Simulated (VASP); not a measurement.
System: SnO, space group P4/nmm (No. 129).

The given structure:
```cif
data_structure
_symmetry_space_group_name_H-M 'P 1'
_symmetry_Int_Tables_number 1
_cell_length_a 3.8137
_cell_length_b 3.8137
_cell_length_c 4.8869
_cell_angle_alpha 90.000
_cell_angle_beta 90.000
_cell_angle_gamma 90.000
_cell_volume 71.08
loop_
_atom_site_label
_atom_site_type_symbol
_atom_site_fract_x
_atom_site_fract_y
_atom_site_fract_z
_atom_site_occupancy
Sn1 Sn 0.50000 0.00000 0.76463 1
Sn2 Sn 0.00000 0.50000 0.23537 1
O1 O 0.00000 0.00000 0.00000 1
O2 O 0.50000 0.50000 0.00000 1
```

How it was computed, with VASP 6.6.1: plane-wave DFT, no spin polarisation; energies at scaled volumes of the given cell, shape and fractions fixed, counted from the fit's minimum, third-order Birch-Murnaghan fit. Level: PBEsol.

```
       setting                                 value
        k mesh                                 7×7×6
   occupations                           Fermi–Dirac
smearing width                               0.05 eV
    potentials  VASP PAW PBE potentials, recommended
   wave cutoff                                520 eV
```

Describe the result: the energy and pressure against volume. The volume takes the values 16.70, 17.06, 17.41, 17.77, 18.12, 18.48, 18.84 Å³/atom.

A third-order Birch–Murnaghan fit gives V0 = 17.74 Å³/atom, B0 = 94.4 GPa and B′ = 4.3. The energy is 19.95 meV/atom at volume 16.70 Å³/atom and 17.85 meV/atom at 18.84 Å³/atom; the lowest computed point is at volume 17.77 Å³/atom (0.01 meV/atom). The pressure falls from 6.33 GPa at volume 16.70 Å³/atom to −5.10 GPa at 18.84 Å³/atom, and changes sign near 17.72 Å³/atom.

```tsv
volume (Å³/atom)	energy (meV/atom)	pressure (GPa)
16.70	19.95	6.33
17.06	8.32	3.88
17.41	1.85	1.68
17.77	0.01	-0.30
18.12	2.34	-2.08
18.48	8.41	-3.67
18.84	17.85	-5.10
```

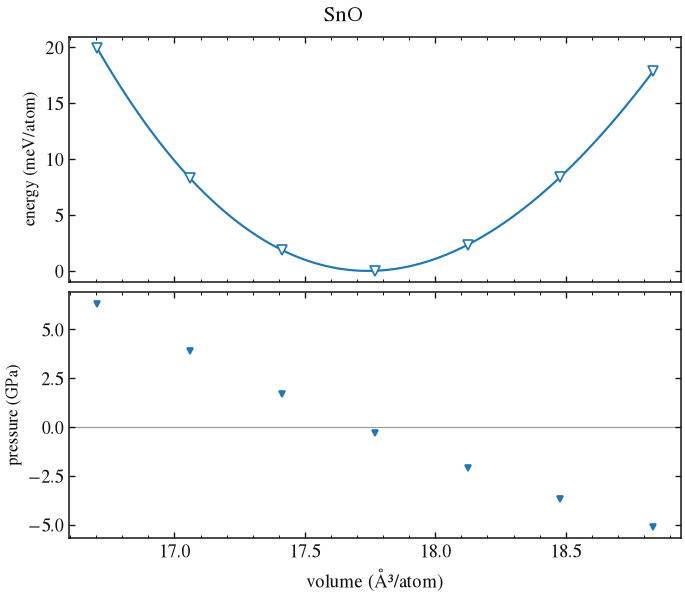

Caveats: shape and atomic fractions are frozen while scaling, which makes layered, chain and framework solids too stiff.
